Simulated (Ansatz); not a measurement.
**Ti: single-point calculation**

System: Ti (P6/mmm, 3 atoms in the cell).
Method: DFT r2SCAN, scalar-relativistic, plane waves, PAW, no spin polarisation (Ansatz 0.2.0).

The structure derives from an entry of the Crystallography Open Database. It belongs to a series of runs on one base structure; here: the database's cell and atoms. Figures and captions count atoms from 1; the log counts them from 0 in places.

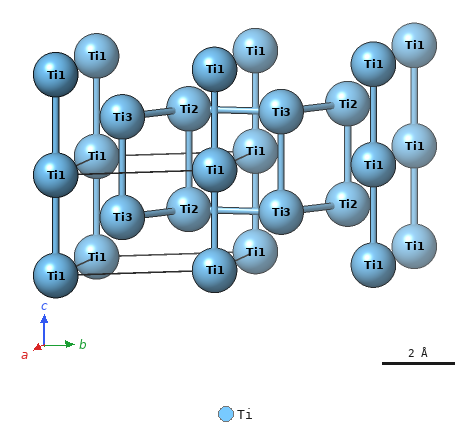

The input geometry (ball-and-stick view of the cell of the calculation, repeated 1 × 2 × 2, seen slightly off an axis; atoms are numbered from 1 in the order of the input).

Summary:

```csv
quantity,value
outcome,converged
space group (tolerance 0.01 Å),P6/mmm (191)
electrons treated,36
free energy,−7513.1614 eV
Fermi energy,13.413 eV
gap on the k-point mesh,none (metallic)
pressure,−1.37 GPa
largest force (length of the vector),under 0.001 eV/Å
hardware,"1 thread of Intel Xeon @ 2.50GHz (Skylake/Cascade Lake), 192 GiB of memory available, shared host"
wall time,32 s
peak memory,0.63 GiB
```

The input:
```yaml
crystal:
  lattice:
    - [4.6, 0.0, 0.0]
    - [-2.3, 3.9837168574, 0.0]
    - [0.0, 0.0, 2.82]
  atoms:
    - { symbol: Ti, position: [0.0, 0.0, 0.0] }
    - { symbol: Ti, position: [0.3333333333, 0.6666666667, 0.5] }
    - { symbol: Ti, position: [0.6666666667, 0.3333333333, 0.5] }
basis:
  ecutwfc: 500
kpoints:
  mp_grid: { grid: [12, 12, 14] }
hamiltonian:
  xc: r2scan
scf:
  occupations: { method: gaussian, width: 0.1 }
output:
  forces: true
  stress: true
  eigenvalues: true
  populations: true
  write_density: true
  write_potential: true
  elf: true
  volumetric_format: npy
```

Run as:
```bash
ansatz run input.yaml --threads 1 --pin off --max-ram 2560MiB --backend cpu --events-out ev --progress --plain --runs-dir out
```

Output:
```
Engine: ansatz 0.2.0, x86_64-unknown-linux-gnu
Pseudopotentials: kind: paw
Pseudopotential: Ti, paw, valence charge 12, recommended cutoff 500 eV (meta_gga), Ti.paw.azcp
Functional definition: r2SCAN
  parameter k0 = 0.174
  parameter k1 = 0.065
  parameter a1 = 4.9479
  exchange = r2scan_x(k0 = k0, k1 = k1, a1 = a1)
  correlation = r2scan_c
Crystal: 3 atoms, lattice volume = 51.677 Å³
Basis set: ecut = 500 eV, 1301 PW (Γ), exchange–correlation on 144×144×96 points (64 copies of the dense FFT grid, shifted against one another)
Bands: 22, of which v1, the nominal top of the filled ones, is band 18 counted from 1 (17 counted from 0)
Symmetry: 24 space group operations
Space group: P6/mmm (ITA 191), of the structure as read, at distance tolerance 3.7e-5 Å
k-points: 152 of 2016
Non-local potential: Ti, projectors of the file, l = 0: 3, l = 1: 2, l = 2: 3, l = 3: 1
PAW form: soft (Blöchl's): semilocal exchange-correlation on the pseudo side does not see the compensation charge
PAW frozen core: Ti, regenerated for the run's functional (the file was generated under x = pbe(κ = 0.804, μ = 0.2195149727645171), c = pbe(β = 0.06672455060314922))
PAW one-centre angular grid: Ti, 590 points (default); XC on 160 Gauss nodes
Initial density: superposition of atomic densities (neutral atoms: chi_scale 0, normalization atom), corrected by the library's trained network
Initial wavefunctions: pseudopotential atomic-orbital guess
Functional: x = r2scan, c = r2scan; τ floored in thin density (d = 2e-4 eV/Å³)
SCF iter   1: F=—  HF=-7513.110493 eV  |F-HF|=—  |Δ(HF+E_count)|=         —  Δρ=1.97e-2  dr2=2.01e-1  dr2_τ=2.66e-2  ethr=1.77e-3  ⟨swp⟩=4.0  Hψ=11542  notcnv=0
preconditioner: auto → none  [metal: Δε(μ)=0.005 eV  Ē_g=2.731 eV  σ=0.100 eV  W_gap=0.03  n_scr=8 (ndim 8)  ℏωp=17.9 eV  f_vac=0.000  D(μ)=1.70/eV (n_scr^D=8)  sad-step TF]
SCF iter   2: F=—  HF=-7513.166472 eV  |F-HF|=—  |Δ(HF+E_count)|=   5.60e-2  Δρ=1.05e-2  dr2=9.52e-2  dr2_τ=5.18e-3  ethr=5.57e-4  ⟨swp⟩=2.3  Hψ=7274  notcnv=0
SCF iter   3: F=—  HF=-7513.276885 eV  |F-HF|=—  |Δ(HF+E_count)|=   1.10e-1  Δρ=3.63e-2  dr2=1.48e0  dr2_τ=3.93e-2  ethr=2.64e-4  ⟨swp⟩=3.5  Hψ=6988  notcnv=0  recentre
SCF iter   4: F=—  HF=-7513.159535 eV  |F-HF|=—  |Δ(HF+E_count)|=   1.17e-1  Δρ=2.75e-3  dr2=2.06e-3  dr2_τ=3.02e-4  ethr=2.64e-4  ⟨swp⟩=2.1  Hψ=5175  notcnv=0
SCF iter   5: F=—  HF=-7513.161885 eV  |F-HF|=—  |Δ(HF+E_count)|=   2.35e-3  Δρ=2.59e-3  dr2=7.62e-3  dr2_τ=1.94e-4  ethr=5.74e-6  ⟨swp⟩=2.0  Hψ=6665  notcnv=0
SCF iter   6: F=—  HF=-7513.161417 eV  |F-HF|=—  |Δ(HF+E_count)|=   4.68e-4  Δρ=2.62e-4  dr2=2.49e-5  dr2_τ=1.79e-6  ethr=5.74e-6  ⟨swp⟩=2.0  Hψ=4147  notcnv=0
SCF iter   7: F=—  HF=-7513.161435 eV  |F-HF|=—  |Δ(HF+E_count)|=   1.81e-5  Δρ=1.76e-4  dr2=3.01e-5  dr2_τ=6.65e-7  ethr=6.93e-8  ⟨swp⟩=2.4  Hψ=5916  notcnv=0
SCF iter   8: F=—  HF=-7513.161433 eV  |F-HF|=—  |Δ(HF+E_count)|=   1.92e-6  Δρ=3.72e-5  dr2=1.58e-6  dr2_τ=3.65e-8  ethr=6.93e-8  ⟨swp⟩=2.0  Hψ=3845  notcnv=0
SCF iter   9: F=-7513.161433 eV  HF=-7513.161433 eV  |F-HF|=6.12e-10  |Δ(HF+E_count)|=   1.01e-7  Δρ=1.88e-6  dr2=1.62e-9  dr2_τ=7.38e-11  ethr=2.78e-10  ⟨swp⟩=5.7  Hψ=18399  notcnv=0
the search or the solves at the SCF's close seem to have found levels that the self-consistency loop had missed (the run counts 3). By its estimate they hold under 1e-12 electrons; where the run keeps them, the occupations were computed again with them
SCF 1 converged in 9 iterations: F = -7513.161433 eV  dr2 = 1.62e-9
  greatest PAW one-centre occupation: 1.001 electrons in one spin orbital (limit 2), on the Ti atom at site 2 (counted from 0), in its partial waves of l = 1
SCF converged after 9 iterations
Free energy (F): -7513.161433 eV
Harris-Foulkes:  -7513.161433 eV  (|F-HF|=6.12e-10)
Internal energy: -7513.151416 eV  (E = F + TS)
E sigma→0 (E₀):  -7513.156425 eV
Entropy (-TS):   -0.010017 eV (-3.339 meV/atom)
Fermi energy:    13.412964 eV
--- Per-component energies (eV) ---
  E_band       = -509.311829
  E_kinetic    = 817.337629
  E_local      = -2423.258926  (includes V_loc(G=0)·N_el)
  E_nonlocal   = 22.024776
  E_hartree    = 992.942330
  E_xc         = -278.630682
  E_vxc        = -398.196935  (∫ρ·V_xc dr)
  E_paw        = -3170.246809  (= ΣΔE_a)
  E_vpaw       = -540.456136  (= ΣTr[D̂ρ^β])
  E_aug_tail   = 0.000285  (compensation charges beyond the density's cutoff)
  E_vtau       = 27.352081  (kinetic-family band-sum trace: ∫τ·v_τ [+ j·A + Jᵃ·Aᵃ] dr)
  E_ewald      = -3472.559648
  E_core_change = -0.760371  (= ΣΔE_core)
  E_smearing   = -0.010017  (= −TS)
  E_closure    = -0.000000  (closes the sum)
  Σ components = -7513.161433   (vs F -7513.161433, Δ=0.00e0)
--- Forces (eV/Å), atoms counted from 1 ---
  atom   1  Ti    -0.00000000     0.00000000     0.00000000
  atom   2  Ti     0.00000000     0.00000000     0.00000000
  atom   3  Ti    -0.00000000    -0.00000000     0.00000000
  max |Σ_I F_I| component: 1.05e-30 eV/Å
--- Stress (GPa, compression-positive) ---
       -1.925886      -0.000000       0.000000
       -0.000000      -1.925886       0.000000
        0.000000       0.000000      -0.270587
  P = ⅓ Tr σ = -1.3741 GPa (-13.741 kbar)
--- Band table (eV; the first three rows and the last of 152) ---
  k-point 0: bands = ["-45.8777", "-45.6272", "-45.4711", "-21.1260", "-21.1260", "-21.0409", "-21.0409", "-20.7520", "-20.5485", "-20.4675", "-20.4612", "-20.4612", "6.8960", "11.4323", "12.6220", "12.6220", "12.6415", "12.6415", "13.3917", "14.1776", "14.8323", "14.8323"]
  k-point 1: bands = ["-45.8742", "-45.6249", "-45.4684", "-21.1208", "-21.1208", "-21.0376", "-21.0376", "-20.7743", "-20.5753", "-20.4900", "-20.4616", "-20.4616", "7.0182", "11.5247", "12.5671", "12.5671", "12.5714", "12.5714", "13.5499", "14.2808", "14.7959", "14.7959"]
  k-point 2: bands = ["-45.8642", "-45.6185", "-45.4606", "-21.1059", "-21.1059", "-21.0283", "-21.0283", "-20.8363", "-20.6501", "-20.5525", "-20.4628", "-20.4628", "7.3757", "11.7726", "12.3604", "12.3604", "12.4317", "12.4317", "14.0115", "14.5872", "14.7398", "14.7398"]
  k-point 151: bands = ["-45.8044", "-45.4984", "-45.4984", "-21.3085", "-21.1351", "-21.1351", "-20.9148", "-20.8762", "-20.8762", "-20.7263", "-20.7263", "-20.3997", "10.6597", "11.8801", "11.8801", "12.1775", "12.1775", "12.4083", "14.1508", "14.1508", "14.3145", "14.3145"]
--- Löwdin populations: 3 sites ---
  site symbol       q [e]
     0     Ti     11.7158
     1     Ti     11.8990
     2     Ti     11.8990
  spilling = 0.013508 (of n_electrons = 36.000000)
```

File populations.tsv:
```
# site	symbol	l	j	q
# orbitals = lowdin
# n_electrons = 36.000000
# spilling = 0.013508
0	Ti	0_3S	-	1.928172
0	Ti	0_4S	-	0.941797
0	Ti	1_3P	-	5.992190
0	Ti	2_3D	-	2.853637
1	Ti	0_3S	-	1.918207
1	Ti	0_4S	-	0.921060
1	Ti	1_3P	-	5.984826
1	Ti	2_3D	-	3.074861
2	Ti	0_3S	-	1.918207
2	Ti	0_4S	-	0.921060
2	Ti	1_3P	-	5.984826
2	Ti	2_3D	-	3.074861
```

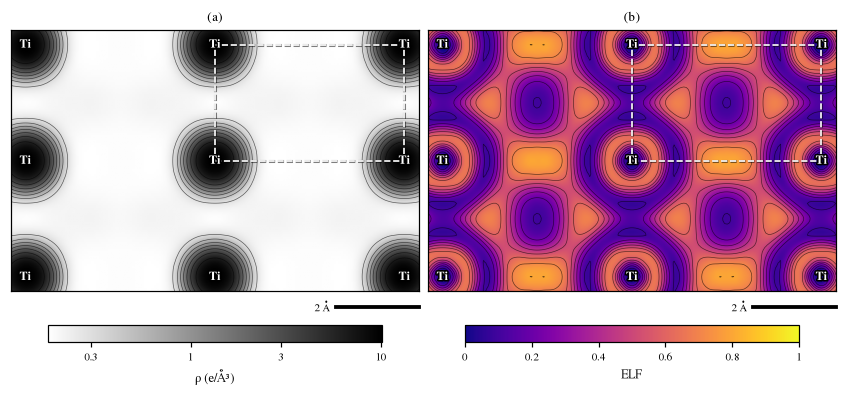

(a) valence pseudo-density; (b) electron localisation function on the (010) plane of the conventional cell. Atoms in the plane: Ti. Ti–Ti (2.82 Å): ρ at the midpoint is about 0.18 e/Å³; the ELF is about 0.15 at the midpoint (no localised pair between them). Away from the nuclei the density in this plane falls to 0.18 e/Å³ at its lowest.  The strong features right at Ti lie inside the PAW spheres (semicore, d or f shells) and say nothing about bonding. Core electrons are frozen (PAW), so the fields are smoothed inside the atomic spheres.

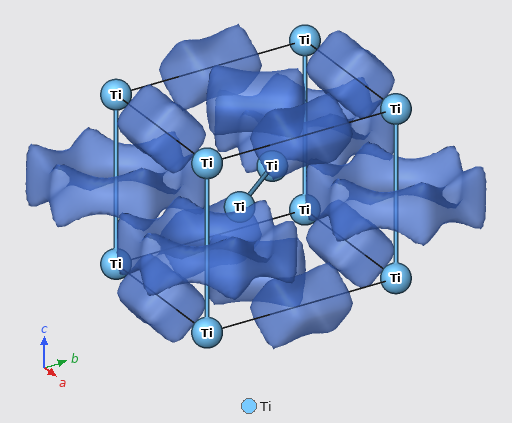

Isosurface of the ELF at 0.55 (blue), seen slightly off an axis. Only the valence region is drawn (cores and ρ < 0.01 e/Å³ removed). Sticks mark near contacts. The outline is the cell set on symmetry axes. Along the contacts the grid gives the following. Ti–Ti (2.66 Å): the ELF is about 0.10 at the midpoint (no shared electron pair). Ti–Ti (2.82 Å): the ELF is about 0.20 at the midpoint; no localised pair between them.

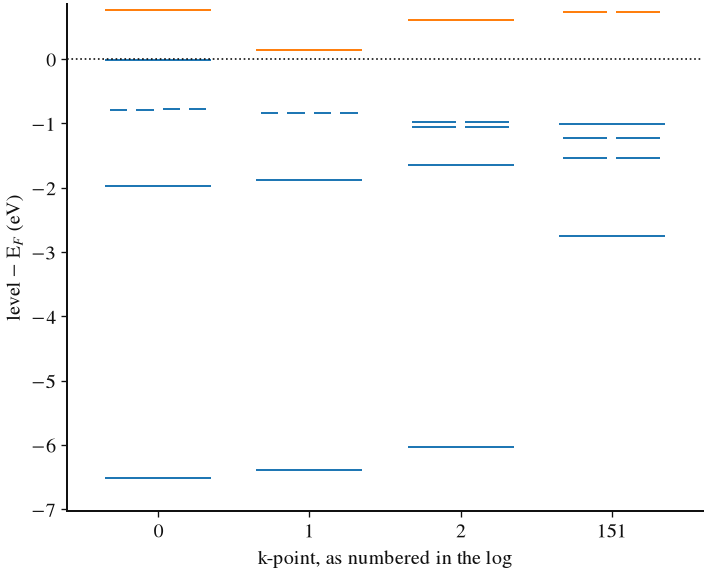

Kohn–Sham levels near the Fermi level (dotted) at the few k-points that the log prints; levels within 0.02 eV of each other stand side by side. The system is metallic on the full mesh.
